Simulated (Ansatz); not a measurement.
# Single-point calculation of Mo (part 2 of 2)

Mo (slab, 20 atoms in the cell); DFT PBE+D3(BJ), scalar-relativistic, plane waves, PAW, no spin polarisation (Ansatz 0.2.0); cutoff 420 eV, 3×3×1 k-mesh, Gaussian smearing of 0.1 eV. The structure derives from an entry of the Crystallography Open Database. It belongs to a series of runs on one base structure; here: the slab at its places in the relaxed adsorbed structure.

Geometry of the input (Å; fractional positions):
```
6.2604  0.0000  0.0000
0.0000  6.2604  0.0000
0.0000  0.0000  25.0416
Mo 0.2500  0.7500  0.3195
Mo 0.2500  0.2500  0.3195
Mo 0.7500  0.7500  0.3195
Mo 0.7500  0.2500  0.3195
Mo 0.5000  0.5000  0.3820
Mo 0.5000  0.0000  0.3820
Mo 0.0000  0.5000  0.3820
Mo 0.0000  0.0000  0.3820
Mo 0.7505  0.2476  0.4445
Mo 0.7505  0.7524  0.4445
Mo 0.2501  0.2479  0.4441
Mo 0.2501  0.7521  0.4441
Mo 0.0010  -0.0000  0.5077
Mo 0.0005  0.4999  0.5051
Mo 0.4961  0.0000  0.5071
Mo 0.4967  0.5000  0.5058
Mo 0.2403  0.7469  0.5686
Mo 0.2403  0.2530  0.5686
Mo 0.7529  0.7573  0.5688
Mo 0.7527  0.2425  0.5688
```

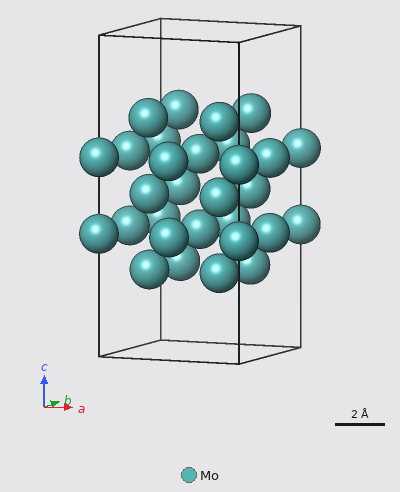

*The input geometry (spheres-only view of the cell of the calculation, with the vacuum cut short, seen slightly off an axis). An atom can appear more than once, as a periodic image.*

What the program printed, continued
```
--- Forces (eV/Å), atoms counted from 1 ---
  atom   1  Mo    -0.00226406     0.01645283     1.10209262
  atom   2  Mo    -0.00257713    -0.01693418     1.10225390
  atom   3  Mo    -0.01473024    -0.01746499     1.11311917
  atom   4  Mo    -0.01449541     0.01708524     1.11320475
  atom   5  Mo     0.08054044     0.00066843    -1.21352825
  atom   6  Mo     0.01422616     0.00048927    -1.21387557
  atom   7  Mo    -0.04454821     0.00041355    -1.29040030
  atom   8  Mo     0.02745908     0.00068872    -1.20551621
  atom   9  Mo    -0.10063090     0.20848591    -0.07036455
  atom  10  Mo    -0.10007081    -0.21109310    -0.06685155
  atom  11  Mo    -0.02754171     0.21430260    -0.04259837
  atom  12  Mo    -0.02864974    -0.21775147    -0.04365451
  atom  13  Mo    -0.25220830    -0.00081188     0.83696647
  atom  14  Mo    -0.15457341     0.00336402     1.48493432
  atom  15  Mo     0.30224550    -0.00241462     1.14279376
  atom  16  Mo     0.21777230     0.00175005     1.41321880
  atom  17  Mo    -0.16241404    -0.26610750    -1.02468503
  atom  18  Mo    -0.16172532     0.27028663    -1.02406458
  atom  19  Mo     0.21440713     0.32102183    -1.05645232
  atom  20  Mo     0.20977737    -0.32243149    -1.05667790
  max |Σ_I F_I| component: 8.53e-5 eV/Å
--- Band table (eV; the first three rows and the last of 5) ---
  k-point 0: bands = ["-57.1700", "-57.0261", "-57.0259", "-57.0024", "-56.9441", "-56.8638", "-56.8596", "-56.8517", "-56.8459", "-56.8401", "-56.8344", "-56.8217", "-56.7269", "-56.7260", "-56.7240", "-56.7238", "-56.7032", "-56.7020", "-56.6716", "-56.6527", "-31.7918", "-31.7871", "-31.7756", "-31.7666", "-31.7498", "-31.7456", "-31.4326", "-31.4105", "-31.4084", "-31.3715", "-31.3648", "-31.3506", "-31.3489", "-31.2753", "-31.2553", "-31.2357", "-31.1699", "-31.0832", "-31.0513", "-31.0428",
      "-31.0293", "-31.0276", "-31.0133", "-31.0123", "-30.9964", "-30.9950", "-30.9937", "-30.9004", "-30.8997", "-30.8814", "-30.8506", "-30.8454", "-30.8404", "-30.8401", "-30.8245", "-30.8223", "-30.7715", "-30.7684", "-30.7302", "-30.6377", "-30.6358", "-30.6308", "-30.6297", "-30.6288", "-30.6264", "-30.6052", "-30.6042", "-30.5295", "-30.5260", "-30.4851", "-30.4815", "-30.4767", "-30.4705", "-30.4703", "-30.4421", "-30.4407", "-30.4071", "-30.4054", "-30.3899", "-30.3889",
      "-2.5127", "-1.0987", "-0.9203", "-0.9157", "-0.9062", "-0.8749", "-0.8649", "-0.8633", "-0.6979", "-0.6318", "0.0393", "0.0509", "0.1467", "0.4290", "0.4867", "0.6515", "0.6593", "0.6837", "0.7085", "0.7270", "1.0685", "1.0710", "1.0721", "1.0838", "1.0922", "1.1169", "1.1185", "1.1643", "1.1712", "1.7136", "1.7163", "1.8038", "1.8099", "1.8614", "1.8653", "2.0305", "2.0324", "2.3685", "2.3852", "2.6839",
      "2.7013", "2.7876", "2.8028", "3.0236", "3.0877", "3.1024", "3.1655", "3.1822", "3.2399", "3.2628", "3.4930", "3.4930", "3.5972", "3.8498", "3.8707", "3.9435", "3.9442", "3.9532", "3.9723", "4.0218", "4.0234", "4.0603", "4.0822", "4.0884", "4.6519", "4.6530", "5.1202", "5.1258", "5.1784", "5.2956", "5.3006", "5.3680", "5.3829", "5.3873", "5.4755", "5.4908", "5.5744", "5.6583", "5.7509", "5.7619",
      "5.8287", "5.8393", "5.9682", "5.9743", "6.0853", "6.1443", "6.1894", "6.4320"]
  k-point 1: bands = ["-57.1411", "-57.0718", "-57.0203", "-57.0083", "-56.9251", "-56.8774", "-56.8567", "-56.8503", "-56.8450", "-56.8394", "-56.8389", "-56.8267", "-56.7208", "-56.7184", "-56.7120", "-56.7081", "-56.7039", "-56.7037", "-56.6801", "-56.6684", "-31.7177", "-31.7080", "-31.6973", "-31.6946", "-31.6875", "-31.6777", "-31.5251", "-31.5109", "-31.5066", "-31.4970", "-31.3355", "-31.3090", "-31.2909", "-31.2774", "-31.2661", "-31.2439", "-31.2216", "-31.1879", "-31.1739", "-31.1339",
      "-31.0302", "-31.0122", "-31.0014", "-30.9882", "-30.9834", "-30.9701", "-30.9183", "-30.9077", "-30.9015", "-30.8948", "-30.8900", "-30.8782", "-30.8677", "-30.8482", "-30.7843", "-30.7673", "-30.7581", "-30.7496", "-30.7085", "-30.6603", "-30.6254", "-30.6031", "-30.5830", "-30.5727", "-30.5631", "-30.5617", "-30.5517", "-30.5463", "-30.5225", "-30.5196", "-30.5004", "-30.4957", "-30.4859", "-30.4729", "-30.4657", "-30.4539", "-30.4370", "-30.4274", "-30.4236", "-30.3964",
      "-1.9670", "-0.9288", "-0.7595", "-0.7296", "-0.6422", "-0.4322", "-0.3913", "-0.3503", "-0.3384", "-0.3322", "-0.3057", "0.2277", "0.2885", "0.4021", "0.4501", "0.5113", "0.5289", "0.5933", "0.6209", "0.7252", "0.7390", "0.8540", "0.9434", "1.0091", "1.1041", "1.2085", "1.2692", "1.3168", "1.3830", "1.4024", "1.4162", "1.7523", "1.8090", "2.0021", "2.0872", "2.1722", "2.2133", "2.2588", "2.3581", "2.3907",
      "2.5571", "2.6443", "2.7603", "2.9267", "2.9407", "2.9725", "2.9989", "3.0630", "3.1003", "3.1262", "3.2721", "3.3254", "3.3465", "3.3568", "3.3729", "3.7145", "3.8594", "4.0889", "4.1958", "4.2133", "4.2507", "4.2786", "4.3348", "4.3916", "4.4332", "4.5029", "4.6109", "4.6556", "4.8143", "4.8947", "5.0235", "5.0689", "5.1035", "5.2203", "5.2465", "5.2646", "5.3608", "5.3789", "5.4041", "5.4333",
      "5.5094", "5.5751", "5.5950", "5.6117", "5.7011", "5.7726", "5.8128", "5.9805"]
  k-point 2: bands = ["-57.1411", "-57.0719", "-57.0201", "-57.0083", "-56.9248", "-56.8777", "-56.8579", "-56.8499", "-56.8442", "-56.8408", "-56.8365", "-56.8275", "-56.7223", "-56.7186", "-56.7078", "-56.7073", "-56.7067", "-56.7045", "-56.6800", "-56.6683", "-31.7182", "-31.7133", "-31.6995", "-31.6885", "-31.6834", "-31.6796", "-31.5293", "-31.5146", "-31.5036", "-31.4896", "-31.3329", "-31.3154", "-31.2915", "-31.2818", "-31.2625", "-31.2447", "-31.2255", "-31.1852", "-31.1691", "-31.1351",
      "-31.0320", "-31.0096", "-31.0005", "-30.9930", "-30.9821", "-30.9712", "-30.9170", "-30.9066", "-30.9018", "-30.8909", "-30.8893", "-30.8808", "-30.8666", "-30.8486", "-30.7865", "-30.7680", "-30.7541", "-30.7470", "-30.7109", "-30.6635", "-30.6252", "-30.6053", "-30.5787", "-30.5740", "-30.5633", "-30.5611", "-30.5524", "-30.5440", "-30.5242", "-30.5202", "-30.4999", "-30.4974", "-30.4855", "-30.4718", "-30.4661", "-30.4548", "-30.4376", "-30.4286", "-30.4217", "-30.3956",
      "-1.9669", "-0.9293", "-0.7700", "-0.7160", "-0.6433", "-0.4229", "-0.3860", "-0.3536", "-0.3507", "-0.3378", "-0.3004", "0.2268", "0.2842", "0.3995", "0.4565", "0.5194", "0.5198", "0.5983", "0.6228", "0.7240", "0.7352", "0.8524", "0.9435", "1.0080", "1.1003", "1.2129", "1.2680", "1.3148", "1.3881", "1.3954", "1.4184", "1.7437", "1.8185", "2.0025", "2.0883", "2.1656", "2.2266", "2.2480", "2.3591", "2.3907",
      "2.5577", "2.6485", "2.7597", "2.9174", "2.9451", "2.9729", "2.9998", "3.0527", "3.1123", "3.1148", "3.2700", "3.3252", "3.3378", "3.3682", "3.3858", "3.7165", "3.8562", "4.0924", "4.2117", "4.2211", "4.2509", "4.2916", "4.3100", "4.3923", "4.4242", "4.4932", "4.6122", "4.6538", "4.8372", "4.8937", "5.0209", "5.0645", "5.0936", "5.2186", "5.2515", "5.2607", "5.3523", "5.3932", "5.3974", "5.4278",
      "5.5142", "5.5818", "5.6013", "5.6041", "5.7101", "5.7719", "5.8156", "5.9718"]
  k-point 4: bands = ["-57.1160", "-57.0577", "-57.0566", "-57.0255", "-56.9080", "-56.8689", "-56.8647", "-56.8515", "-56.8452", "-56.8427", "-56.8393", "-56.8367", "-56.7118", "-56.7071", "-56.7069", "-56.7048", "-56.7040", "-56.7031", "-56.6862", "-56.6795", "-31.6817", "-31.6452", "-31.6381", "-31.6314", "-31.6292", "-31.5788", "-31.5243", "-31.5166", "-31.4824", "-31.4633", "-31.4479", "-31.4414", "-31.3232", "-31.2922", "-31.2434", "-31.2277", "-31.2187", "-31.2117", "-31.1843", "-31.1415",
      "-31.1139", "-31.1065", "-31.0708", "-31.0668", "-30.9805", "-30.9739", "-30.9617", "-30.9490", "-30.8968", "-30.8543", "-30.8526", "-30.8463", "-30.8338", "-30.8171", "-30.7874", "-30.7819", "-30.7285", "-30.6914", "-30.6879", "-30.6388", "-30.6355", "-30.6251", "-30.6153", "-30.6110", "-30.5743", "-30.5532", "-30.5219", "-30.5173", "-30.5114", "-30.5071", "-30.4973", "-30.4954", "-30.4881", "-30.4817", "-30.4730", "-30.4414", "-30.4389", "-30.4296", "-30.4258", "-30.4029",
      "-1.4586", "-0.4937", "-0.4846", "-0.3157", "-0.2159", "-0.2086", "-0.2008", "-0.1511", "-0.1392", "0.0289", "0.1098", "0.1281", "0.5229", "0.5354", "0.5520", "0.6564", "0.6813", "0.7493", "0.8520", "0.8805", "0.9216", "0.9321", "1.0095", "1.0314", "1.1977", "1.2238", "1.2424", "1.2891", "1.3062", "1.3226", "1.4799", "1.6468", "1.7204", "1.8751", "1.8984", "1.9222", "1.9322", "2.0189", "2.0782", "2.0878",
      "2.1067", "2.1485", "2.2308", "2.3412", "2.3747", "2.4431", "2.4610", "2.5587", "2.6371", "3.1334", "3.1387", "3.1768", "3.4538", "3.5423", "3.5566", "3.5899", "3.6252", "3.6683", "3.9454", "3.9796", "4.0317", "4.0915", "4.1223", "4.1647", "4.2149", "4.2551", "4.2861", "4.4840", "4.8499", "4.9163", "4.9817", "4.9888", "5.0801", "5.1108", "5.1303", "5.2419", "5.3538", "5.3694", "5.3938", "5.4160",
      "5.5770", "5.5822", "5.5986", "5.6629", "5.6866", "5.7344", "5.9431", "5.9962"]
```

Key numbers

```tsv
quantity	value
outcome	converged
electrons treated	280
free energy	−99113.2228 eV
work function, top face	3.98 eV
work function, bottom face	3.98 eV
Fermi energy	4.093 eV
gap on the k-point mesh	none (metallic)
work function (upper face)	3.98 eV
largest force (length of the vector)	1.493 eV/Å
hardware	4 threads of Intel Xeon (Granite Rapids), 192 GiB of memory available, shared host
wall time	15 s (CPU time 56 s)
peak memory	3 GiB
```
